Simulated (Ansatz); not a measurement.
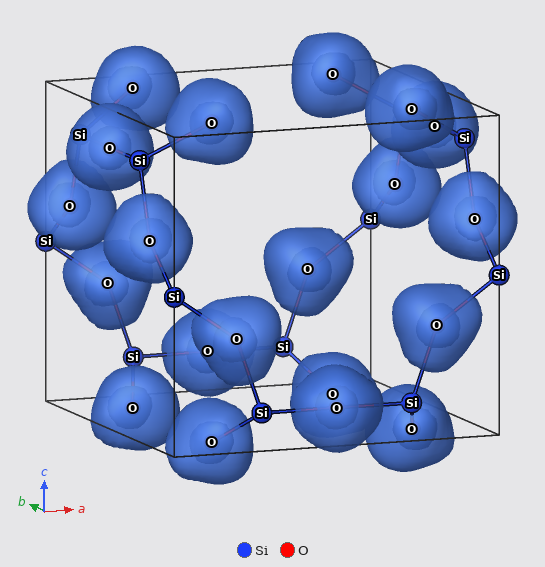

SiO2. Isosurface of the ELF at 0.75 (blue), seen slightly off an axis. Core shells and regions of very low density are left out. Sticks mark near contacts.

Space group P-4m2; a structure from a database of computed crystals, not necessarily the ambient phase; started from the database structure prototype, which need not be the ambient phase; not relaxed (largest force 0.4 eV/Å); computed pressure about 3 GPa in this cell.

These are results of DFT, PBE, plane waves, PAW in Ansatz, not measurements.

### Identify the bonds, lone pairs and shells in this picture.

The ELF exceeds this value in ten regions on O in which the atom's valence shell and bonds are merged, counted in one cell of 15 atoms. Any copies at cell faces, edges or corners count once.

Values along the shortest contacts:
Si–O (1.59 Å): the ELF peaks at about 0.85 between the atoms, as expected for a polar covalent bond.
